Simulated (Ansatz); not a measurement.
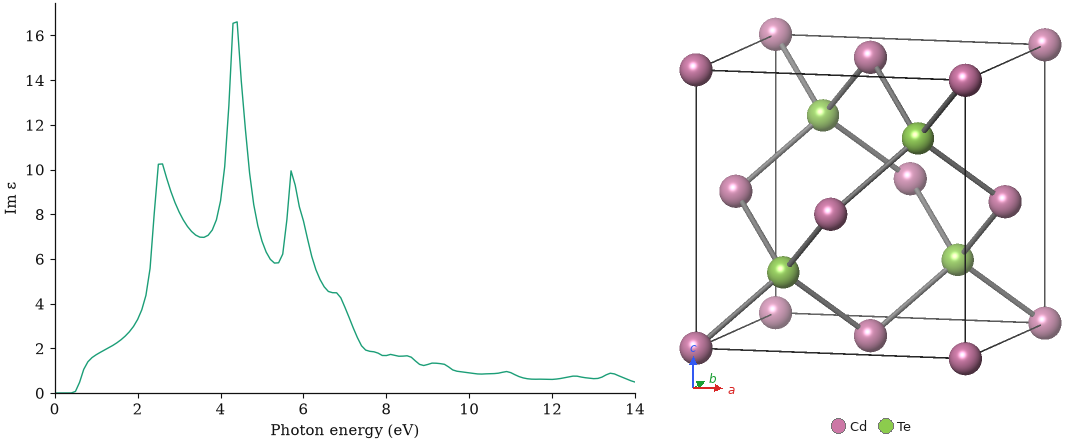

Imaginary part of the dielectric function from interband transitions, 16×16×16 mesh, 0.1 eV broadening. The structure is drawn too.

The Ansatz input:

```
crystal:
  lattice:
    - [0.0, 3.3092645818, 3.3092645818]
    - [3.3092645818, 0.0, 3.3092645818]
    - [3.3092645818, 3.3092645818, 0.0]
  atoms:
    - { symbol: Cd, position: [0.0, 0.0, 0.0] }
    - { symbol: Te, position: [0.75, 0.75, 0.75] }
basis:
  ecutwfc: 420
kpoints:
  mp_grid: { grid: [10, 10, 10] }
hamiltonian:
  xc: pbe
scf:
  occupations: { method: gaussian, width: 0.01 }
  n_extra_bands: 12
output:
  eigenvalues: true
  optics: { e_range: [0, 14], sigma: 0.1, nscf_kmesh: { grid: [16, 16, 16] } }
checkpoint:
  read: start.run
  write: ck
  compress: false
  write_wavefunctions: false
  write_every: 100000
```

Run as:
```bash
ansatz run input.yaml --threads 1 --pin off --max-ram 3072MiB --backend cpu --events-out ev --progress --plain --runs-dir out
```

Q: Where does absorption set in?

A: The smallest direct gap is 0.59 eV; Im ε reaches a twentieth of its peak at about 0.7 eV.

Q: Is the response isotropic?

A: All three diagonal components agree, so the response is isotropic.

Independent particles: no excitons or local fields. Spin-orbit coupling is left out, which matters for Te.
